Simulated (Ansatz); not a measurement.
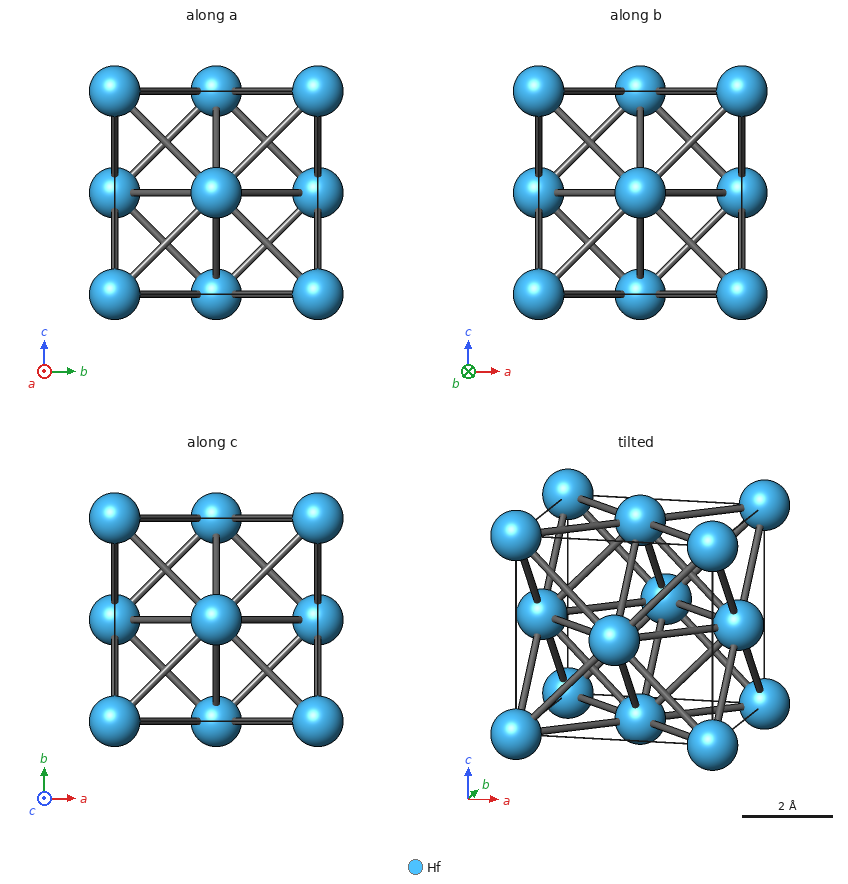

The image is a ball-and-stick drawing of a crystal, viewed along the a axis, along the b axis, along the c axis and slightly off an axis. Thin lines show the conventional unit cell, with boundary atoms drawn in all their periodic places.

Lattice parameters: a = 4.5285 Å, b = 4.5285 Å, c = 4.5285 Å, α = 90.000°, β = 90.000°, γ = 90.000°.

**Turn the picture into a CIF in P1 with every atom of the cell.**

```cif
data_structure
_symmetry_space_group_name_H-M 'P 1'
_symmetry_Int_Tables_number 1
_cell_length_a 4.5285
_cell_length_b 4.5285
_cell_length_c 4.5285
_cell_angle_alpha 90.000
_cell_angle_beta 90.000
_cell_angle_gamma 90.000
_cell_volume 92.87
loop_
_atom_site_label
_atom_site_type_symbol
_atom_site_fract_x
_atom_site_fract_y
_atom_site_fract_z
_atom_site_occupancy
Hf1 Hf 0.0000 0.0000 0.0000 1
Hf2 Hf 0.0000 0.5000 0.5000 1
Hf3 Hf 0.5000 0.0000 0.5000 1
Hf4 Hf 0.5000 0.5000 0.0000 1
```

It derives from a structure type filled with this element by a generator (whether the element takes this form wasn't checked). Earlier steps of the study may have refined or changed the cell and positions. An electronic-structure calculation with Ansatz was run on it.

At this level of theory the cell isn't at rest (stretched, at -11 GPa), so its distances can differ from those at equilibrium, the more so the softer the solid.
